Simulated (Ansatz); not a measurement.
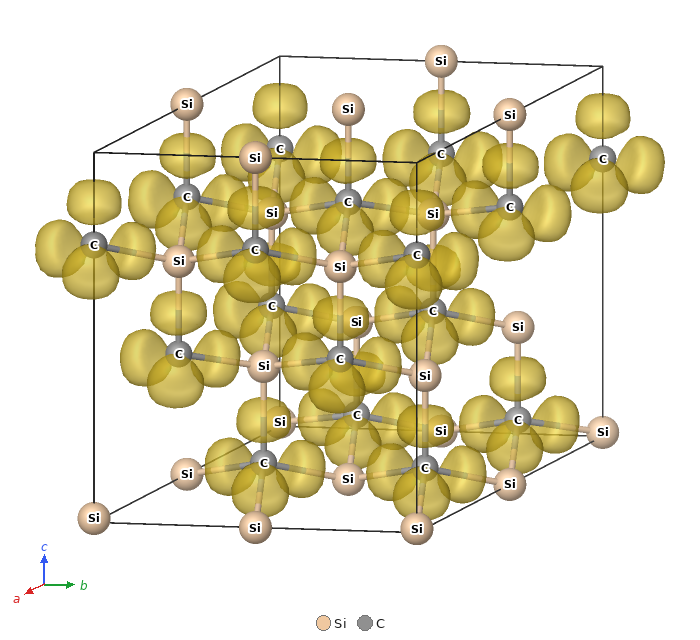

The picture shows: SiC. Isosurface of the ELF at 0.8 (yellow), seen at an oblique angle. Core shells and regions of very low density are left out. Sticks mark near contacts.

Space group R3m; changed on purpose from its base cell (atom 1 (Si) moved -0.080 A towards its neighbour atom 5 (C) at 1.896 A); not relaxed (largest force 1.8 eV/Å).

These are results of DFT PBE, scalar-relativistic, plane waves, PAW (Ansatz), not measurements.

Question: Describe the localisation domains.

Answer: The surface consists of 48 regions between bonded C–Si atoms (shared pairs), counted in one cell of 24 atoms. Any copies at cell faces, edges or corners count once. Profiles from the grid: Si–C (1.87 Å): the ELF peaks at about 0.95 between the atoms; localised, covalent bonding. Si–C (1.98 Å): the ELF peaks at about 0.95 between the atoms; a shared electron pair.
